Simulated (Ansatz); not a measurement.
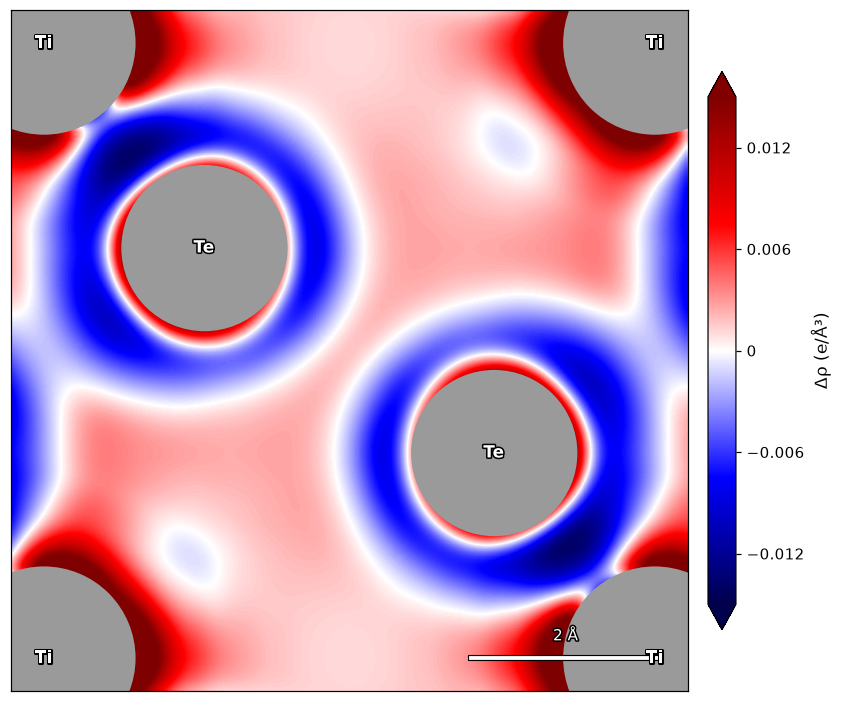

TiTe$_{2}$: difference of two self-consistent densities at the same geometry, ρ(LDA) − ρ(r2SCAN), on the (110) plane of the conventional cell. Grey discs cover the cores, where the PAW densities can't be compared. Cores are masked to 1.0 Å (Ti) and 0.9 Å (Te).

Space group P-3m1. Spin-orbit coupling, left out here, splits and shifts the levels of such heavy elements, by tenths of an eV up to several eV.

Both runs: Ansatz, scalar-relativistic, plane waves and PAW, same cutoff, k-points and PAW files (made with PBE).

```yaml
crystal:
  lattice:
    - [3.77700, 0.00000, 0.00000]
    - [-1.88850, 3.27098, 0.00000]
    - [0.00000, 0.00000, 6.49800]
  atoms:
    - { symbol: Ti, position: [0.00000, 0.00000, 0.00000] }
    - { symbol: Te, position: [0.66667, 0.33333, 0.26280] }
    - { symbol: Te, position: [0.33333, 0.66667, 0.73720] }
```

Q: How does the change of level move the electrons?

A: Against r2SCAN, and outside the masked cores, the largest gain, 0.02 e/Å³, lies 1.1 Å from a titanium nucleus, and the largest loss, 0.014 e/Å³, lies 1.3 Å from a tellurium nucleus and 1.5 Å from a titanium one.
- Bader charges are Ti +1.48 and Te −0.74 e with r2SCAN and Ti +1.27 and Te −0.64 e with LDA.
- At this volume the pressure is 1 GPa with r2SCAN and −4 GPa with LDA.
